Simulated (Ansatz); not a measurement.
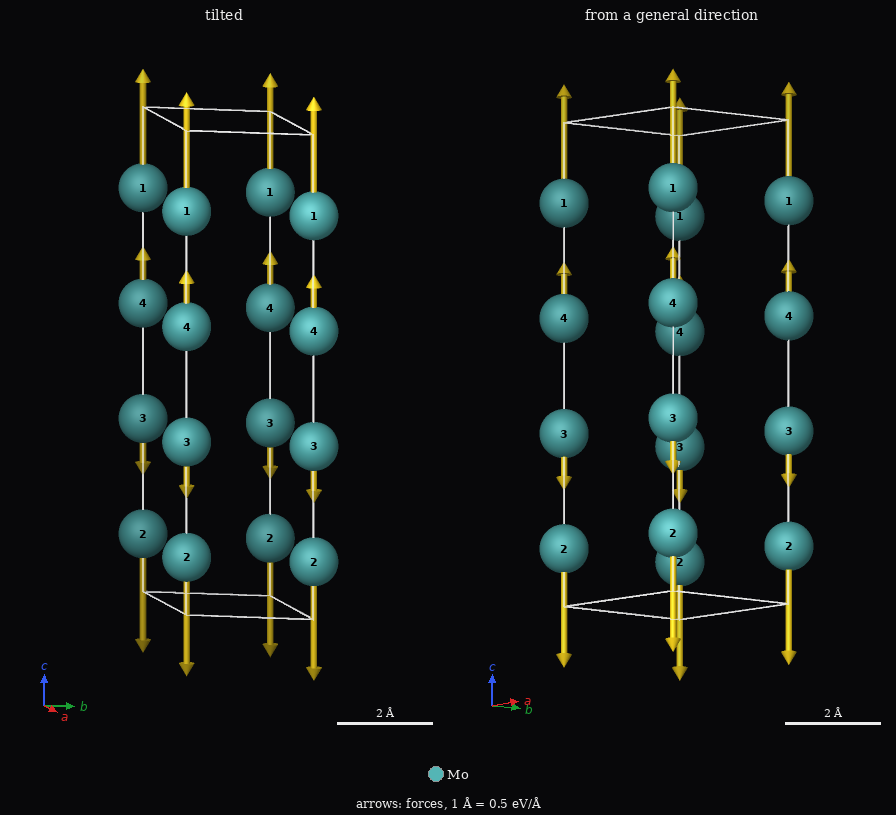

Spheres-only representation of a periodic structure, projected slightly off an axis and from a general direction. The lines enclose the simulation cell; boundary atoms appear with their images. The arrows are the computed forces on the atoms.

System: Mo. Setup: Ansatz, DFT PBEsol, scalar-relativistic, plane waves, PAW; a 420 eV plane-wave basis, k-points on a 25×25×6 grid, Gaussian smearing of 0.15 eV, no spin polarisation.

Question: Would an optimiser stop at this geometry?

Answer: No. The atoms still feel forces of up to about 1 eV/Å, far above a usual threshold of 0.01 to 0.03 eV/Å.

Question: Find the atom with the largest force.

Answer: Mo1 and Mo2, about 1 eV/Å.

The model was built from a structure listed in the Materials Project. The cell was then strained or its atoms displaced on purpose. It was run through Ansatz as a DFT input.
